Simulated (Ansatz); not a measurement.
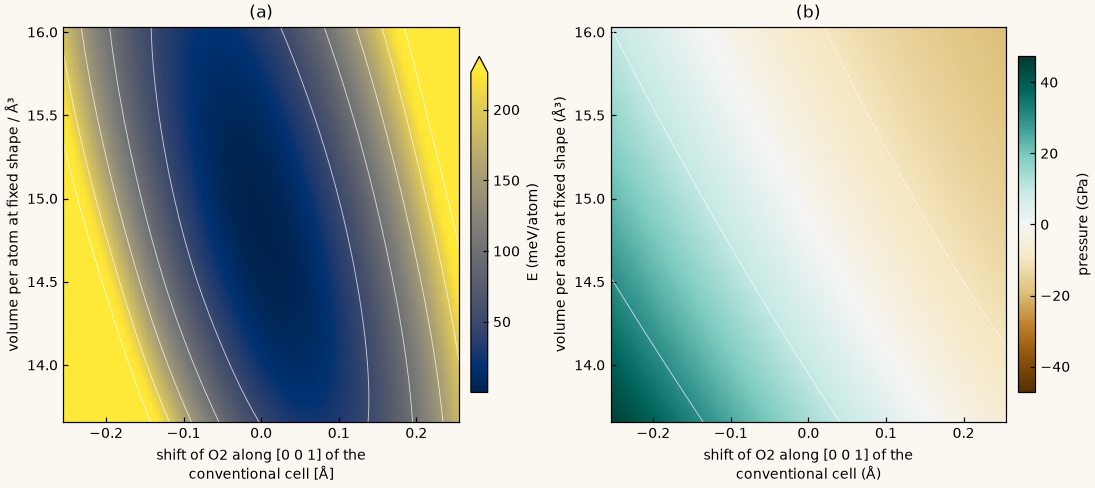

SnO2 (R-3m, No. 166; 3 atoms in the cell). The energy is mapped over a free internal coordinate and the cell. The first coordinate is: shift of O2 along [0 0 1] of the conventional cell, Cartesian (0 0 1), its symmetry partners moved as symmetry demands (measured in the relaxed cell); the second: volume per atom at fixed shape. Nothing is relaxed (all other coordinates fixed). The grid has 7 × 7 points. Points are written as (first, second). Energies: meV/atom, counted from the lowest grid point. Method: DFT PBE, scalar-relativistic, plane waves, PAW (Ansatz 0.2.0). Settings: cutoff 520 eV, k-mesh 12×12×12, gaussian smearing 0.05 eV, no spin polarisation.

Panel (a) is the energy; panel (b) is the computed pressure, in GPa.

The picture shows a smooth colour map with a few white contour lines, one colour for all values above the top of the scale. Between grid points the surface is interpolated.

### How does the pressure vary over the map, and what is it at the lowest grid point?

It runs from −19 GPa at (0.255 Å, 16.032 Å³) to 47 GPa at (−0.255 Å, 13.657 Å³). At the lowest grid point, (0.000 Å, 14.845 Å³), it is 0 GPa. The pressure is minus the slope of the energy with volume, so it vanishes at the true minimum, which need not be a grid point.

| second ↓, first → | −0.255 | −0.170 | −0.085 | 0.000 | 0.085 | 0.170 | 0.255 |
| --- | --- | --- | --- | --- | --- | --- | --- |
| 16.032 | 10 | 3 | −4 | −9 | −13 | −17 | −19 |
| 15.637 | 14 | 6 | −1 | −6 | −11 | −15 | −18 |
| 15.241 | 19 | 11 | 3 | −3 | −9 | −13 | −17 |
| 14.845 | 25 | 15 | 7 | 0 | −6 | −11 | −15 |
| 14.449 | 31 | 21 | 12 | 4 | −3 | −8 | −12 |
| 14.053 | 39 | 27 | 17 | 9 | 1 | −5 | −10 |
| 13.657 | 47 | 35 | 24 | 14 | 6 | −1 | −6 |

PAW datasets: the set soft_1.
